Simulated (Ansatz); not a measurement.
## Si: 6 runs along one coordinate

System: Si (slab, 5 atoms in the cell).
Method: DFT LDA, scalar-relativistic, plane waves, PAW, spin-polarised (Ansatz 0.2.0).

The 6 runs differ only in the geometry, by a shift of atoms along one path in a fixed cell. The shift s is measured from run 4: Si5 moves along the Cartesian direction (0.00, 0.00, −1.00). The structure derives from an entry of the Crystallography Open Database.

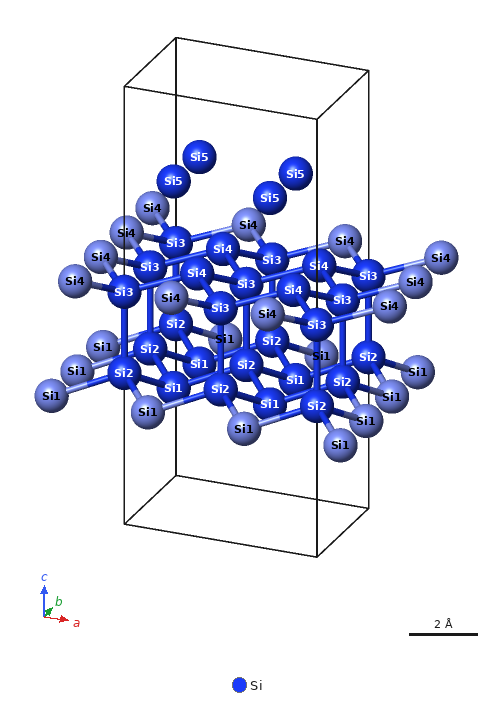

Figure 1. The structure of run 4 (ball-and-stick view of the 2 × 2 repeat of the cell, with the vacuum cut short, seen slightly off an axis; neighbours outside the cell are drawn fainter; atoms are numbered from 1 in the order of the input).

**Input of run 4**
```yaml
crystal:
  lattice:
    - [3.8197534856, 0.0, 0.0]
    - [-1.9098767428, 3.3080035547, 0.0]
    - [0.0, 0.0, 20.8774703619]
  atoms:
    - { symbol: Si, position: [0.3333333333, 0.6666666667, 0.1915940931] }
    - { symbol: Si, position: [0.0, 0.0, 0.2289407592] }
    - { symbol: Si, position: [0.0, 0.0, 0.3465910495] }
    - { symbol: Si, position: [0.6666666667, 0.3333333333, 0.3773191975] }
    - { symbol: Si, position: [1.3333333333, -0.3333333333, 0.4908386976], spin: 2.0 }
basis:
  ecutwfc: 420
kpoints:
  mp_grid: { grid: [9, 9, 1] }
hamiltonian:
  xc: lda
scf:
  occupations: { method: gaussian, width: 0.05 }
output:
  forces: true
  eigenvalues: true
  populations: true
magnetization:
  spin_polarized: true
efield:
  axis: 3
  dipole_correction: true
  ramp_width: 0.04
```

Command:
```bash
ansatz run input.yaml --threads 1 --pin off --max-ram 3072MiB --backend cpu --events-out ev --progress --plain --runs-dir out
```

Run 3 differs from it as follows:
```diff
-    - { symbol: Si, position: [1.3333333333, -0.3333333333, 0.4908386976], spin: 2.0 }
+    - { symbol: Si, position: [1.3333333333, -0.3333333333, 0.5099981069], spin: 2.0 }
```

**Results, with one run withheld**

```tsv
run	shift s of Si5 (Å)	free energy per atom, from the lowest run given (meV)	force along the path (eV/Å)
1	−1.6000	450.76	0.260
2	−0.9000	387.72	0.697
3	−0.4000	?	?
4	0.0000	212.80	1.187
5	1.2800	0.00	−0.080
6	2.5600	255.59	−0.590
```

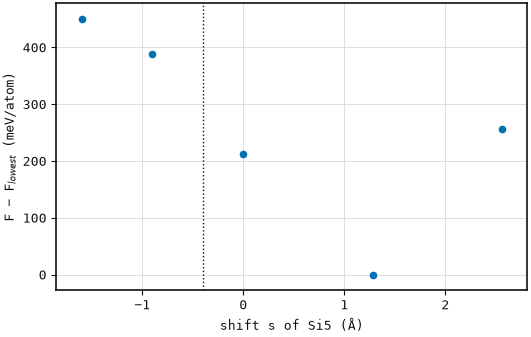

Figure 2. Free energy per atom of the runs given; the dotted line marks run 3.

Estimate the energy of run 3 from the others.

A cubic polynomial in the coordinate, fitted to the 5 runs given, misses them by at most 5.10 meV per atom. With x = s − 0.2680, it reads F = 148.18 − 215.1 x + 35.329 x² + 34.411 x³ (meV per atom). At run 3 it gives 297.37 meV per atom, and the run itself gives 301.10. The slope of the fit gives a force −dF/ds of 1.081 eV/Å along the path (summed over the atoms that move), and the printed forces give 1.024 eV/Å. The fit has its minimum at s = 1.4093 Å. So low a polynomial doesn't follow these energies more closely.

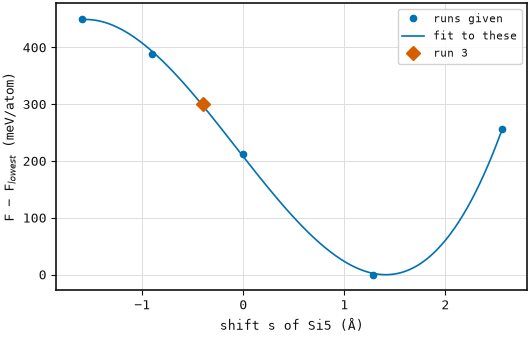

Figure 3. The fit and the withheld run.

**Output, shortened to warnings, some set-up lines, iterations and results (run 3)**
```
Basis set: ecut = 420 eV, 5169 PW (Γ)
Symmetry: 6 space group operations
k-points: 12 of 81 (time reversal used)
Initial density: superposition of atomic densities (neutral atoms: chi_scale 0, normalization atom)
[...]
SCF iter   1: F=—  HF=-3039.368466 eV  |F-HF|=—  |Δ(HF+E_count)|=         —  Δρ=2.01e-2 (↑2.01e-2 ↓1.29e-2)  dr2=1.84e1  dr2_m=2.17e-1  M=0.704 μB ∫|m|=0.733 μB  β_m=0.30  …
SCF iter   2: F=—  HF=-3038.766392 eV  |F-HF|=—  |Δ(HF+E_count)|=   6.02e-1  Δρ=1.41e-2 (↑1.41e-2 ↓8.88e-3)  dr2=9.87e0  dr2_m=1.01e-1  M=0.757 μB ∫|m|=0.767 μB  β_m=0.30  …
SCF iter   3: F=—  HF=-3038.588542 eV  |F-HF|=—  |Δ(HF+E_count)|=   1.78e-1  Δρ=1.06e-2 (↑5.93e-3 ↓1.06e-2)  dr2=1.57e1  dr2_m=5.08e-2  M=0.664 μB ∫|m|=0.752 μB  β_m=0.30  …
SCF iter   4: F=—  HF=-3038.266398 eV  |F-HF|=—  |Δ(HF+E_count)|=   3.22e-1  Δρ=4.39e-3 (↑3.38e-3 ↓4.39e-3)  dr2=3.81e-1  dr2_m=2.30e-2  M=0.776 μB ∫|m|=0.792 μB  β_m=0.30  …
SCF iter   5: F=—  HF=-3038.258634 eV  |F-HF|=—  |Δ(HF+E_count)|=   7.76e-3  Δρ=3.83e-3 (↑3.83e-3 ↓2.53e-3)  dr2=2.26e-1  dr2_m=1.67e-2  M=0.711 μB ∫|m|=0.717 μB  β_m=0.30  …
[... 12 lines ...]
SCF iter  18: F=—  HF=-3038.304340 eV  |F-HF|=—  |Δ(HF+E_count)|=   7.78e-7  Δρ=3.59e-6 (↑2.20e-6 ↓3.59e-6)  dr2=3.12e-7  dr2_m=7.97e-9  M=0.541 μB ∫|m|=0.550 μB  β_m=1.20  …
SCF iter  19: F=—  HF=-3038.304340 eV  |F-HF|=—  |Δ(HF+E_count)|=   6.75e-8  Δρ=9.35e-7 (↑9.35e-7 ↓7.58e-7)  dr2=8.57e-9  dr2_m=2.37e-10  M=0.541 μB ∫|m|=0.550 μB  β_m=1.20  …
SCF iter  20: F=-3038.304340 eV  HF=-3038.304340 eV  |F-HF|=1.38e-9  |Δ(HF+E_count)|=   6.14e-9  Δρ=3.05e-7 (↑2.92e-7 ↓3.05e-7)  dr2=1.64e-9  dr2_m=2.74e-11  M=0.541 μB …
SCF iter  21: F=-3038.304340 eV  HF=-3038.304340 eV  |F-HF|=5.28e-11  |Δ(HF+E_count)|=   2.46e-8  Δρ=1.20e-7 (↑1.20e-7 ↓1.20e-7)  dr2=1.31e-10  dr2_m=1.96e-12  M=0.541 μB …
SCF 1 converged in 21 iterations: F = -3038.304340 eV  dr2 = 1.31e-10
this state was not tested for a lower state beside it, because the mixer in use, unlike msr1, does not test its closes by its own steps (another_mixer; see scf.mixing.algorithm and scf.lower_state_search)
SCF converged after 21 iterations
Magnetization: 0.5410 μB (10.2705 up, 9.7295 down)
Absolute magnetization: 0.5504 μB (∫|ρ↑−ρ↓|, with the PAW one-centre terms)
Spin contamination: 0.0034 ħ² per cell (⟨S²⟩ above its minimum at these occupations)
Per-site moments (μB) at R_I (Å): [(0.08522616725598404, 0.9648835950262374), (0.01074427848766481, 0.9648835950262374), (0.017293948387733966, 0.947409429655453), (0.007102422107202712, 0.947409429655453), (0.1391468168720452, 1.460529957891303)]
Free energy (F): -3038.304340 eV
Harris-Foulkes:  -3038.304340 eV  (|F-HF|=5.28e-11)
Internal energy: -3038.299524 eV  (E = F + TS)
E sigma→0 (E₀):  -3038.301932 eV
Entropy (-TS):   -0.004817 eV (-0.963 meV/atom)
Fermi energy:    -0.550677 eV
Dipole field:    D = 0.012076 V/Å  (p = 0.017606 e·Å, saw-weighted, corrected)
Work function:   Φ+ = 4.5534 eV   Φ− = 4.8055 eV
Levels:          The Fermi level and band energies are counted from a zero that moves with the ramp; work functions are not
--- Per-component energies (eV) ---
  E_band       = -102.853905
  E_kinetic    = 189.758829
  E_local      = -3730.469549  (includes V_loc(G=0)·N_el)
  E_nonlocal   = 134.628425
  E_hartree    = 1771.131778
  E_xc         = -267.416355
  E_vxc        = -226.827494  (∫ρ·V_xc dr)
  E_paw        = -2428.523074  (= ΣΔE_a)
  E_vpaw       = -12.308260  (= ΣTr[D̂ρ^β])
  E_aug_tail   = 0.000031  (compensation charges beyond the density's cutoff)
  E_efield     = 0.000106  (sawtooth field / dipole correction)
  E_vefield    = 0.100596  (∫n·V_field dr)
  E_ewald      = 1292.168630
  E_core_change = 0.421654  (= ΣΔE_core)
  E_smearing   = -0.004817  (= −TS)
  E_closure    = 0.000000  (closes the sum)
  Σ components = -3038.304340   (vs F -3038.304340, Δ=0.00e0)
--- Forces (eV/Å), atoms counted from 1 ---
  atom   1  Si     0.00000000    -0.00000000     0.78135156
  atom   2  Si    -0.00000000     0.00000000    -0.40526925
  atom   3  Si     0.00000000    -0.00000000    -0.49312904
  atom   4  Si     0.00000000     0.00000000     1.14078229
  atom   5  Si    -0.00000000     0.00000000    -1.02373879
  max |Σ_I F_I| component: 3.22e-6 eV/Å
--- Löwdin populations: 5 sites ---
  site symbol       q [e]    m [muB]
     0     Si      3.9491     0.2713
     1     Si      3.9807     0.0041
     2     Si      3.8963     0.0388
     3     Si      3.9955     0.0166
     4     Si      3.9732     0.2021
  spilling = 0.010264 (of n_electrons = 20.000000)
```
